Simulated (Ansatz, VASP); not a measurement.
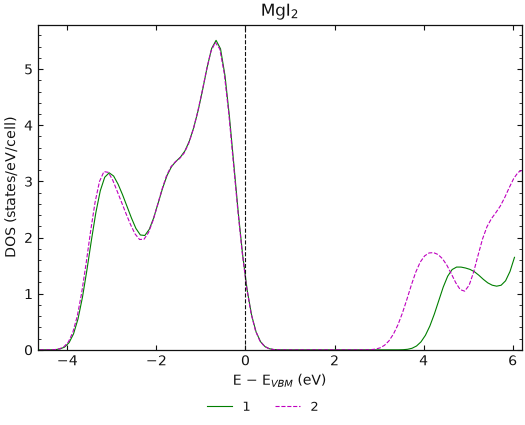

Total densities of states of CdI2-type MgI$_{2}$, space group P-3m1, 3 atoms in the cell (a = 4.140 Å, c = 6.880 Å (hexagonal axes)), by two methods on the same cell. The DOS curves are built from the levels of the k mesh with Gaussians 0.55 eV wide, which also blur the band edges; ripples of that width can come from the mesh. Each is counted from its own valence-band top.

Q: Which curve is which? The methods: LAK (VASP), PBEsol (Ansatz).

A: 1 is LAK (VASP); 2 is PBEsol (Ansatz). LAK (VASP) gives a gap of 4.16 eV and PBEsol (Ansatz) gives a gap of 3.41 eV.

Settings. LAK (VASP): VASP PAW PBE potentials, release 64 (I, Mg), no spin polarisation, no spin-orbit coupling, 8×8×4 k mesh, 520 eV cutoff, Fermi-Dirac smearing of 0.05 eV (VASP 6.6.1). PBEsol (Ansatz): Ansatz PAW, no spin polarisation, no spin-orbit coupling, 8×8×4 k mesh, 420 eV cutoff, Fermi-Dirac smearing of 0.05 eV (Ansatz).

Gaps are the smallest over all k points computed. The two runs differ in program as well. The cell's inner coordinates are idealised or old. Spin-orbit coupling is left out, which matters for I. The PAW data sets were made with another functional. LDA, GGA and most meta-GGA functionals understate gaps.
